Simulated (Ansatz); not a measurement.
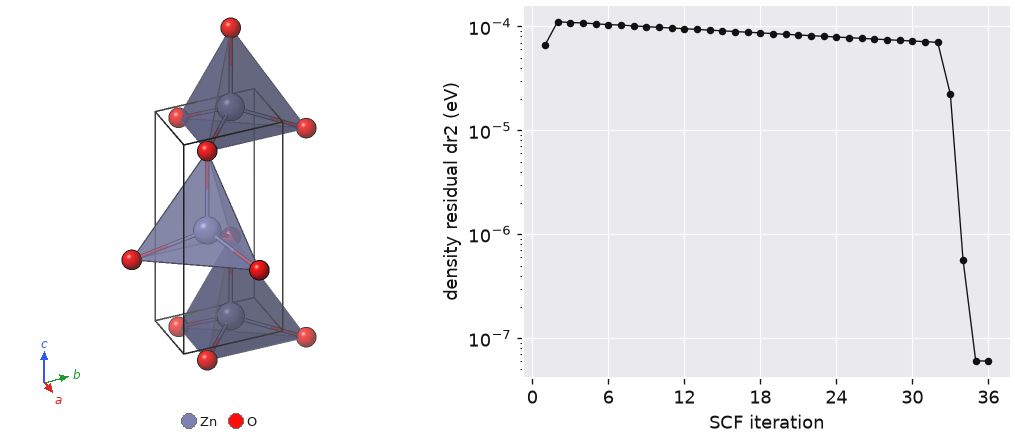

Beside the plot: the structure in its conventional cell.

The plot shows the SCF iterations of a calculation: density residual dr2. The starting density is a sum of atomic densities corrected by a trained network, so the first residual is already small.

ZnO (4 atoms in the cell), run with Ansatz.

```
crystal:
  lattice:
    - [3.279440105096, 2.886750322673e-11, 0.0]
    - [-1.639720052573, 2.840078441189, 0.0]
    - [0.0, 0.0, 5.2934578173]
  atoms:
    - { symbol: Zn, position: [0.3333333333333, 0.6666666666667, 0.0015089684] }
    - { symbol: Zn, position: [0.6666666666667, 0.3333333333333, 0.5015089684] }
    - { symbol: O, position: [0.3333333333333, 0.6666666666667, 0.3805910316] }
    - { symbol: O, position: [0.6666666666667, 0.3333333333333, 0.8805910316] }
basis:
  ecutwfc: 420
  ecutrho_ratio: 4
kpoints:
  mp_grid: { grid: [12, 12, 8] }
hamiltonian:
  xc: pbe
scf:
  occupations: { method: gaussian, width: 0.05 }
  mixing: { algorithm: anderson, beta: 0.005, ndim: 1 }
  max_iter: 50
output:
  forces: true
  stress: true
```

Launched with:
```bash
ansatz run input.yaml --threads 2 --pin off --max-ram 2662MiB --backend cpu --events-out ev --progress --plain --runs-dir out
```

### Was self-consistency reached?

It converged, after 36 iterations. Up to iteration 32 density mixing fails to converge: the residual only creeps down, by about 1 % a step, and is still near 7 × 10⁻⁵. After iteration 32 the program gave up density mixing and went on by direct minimisation of the free energy, which closed the SCF.

### Is anything amiss with this input?

The input holds an odd setting (mixing far too weak). The SCF closed; whether the result suffers can't be told from this run alone.
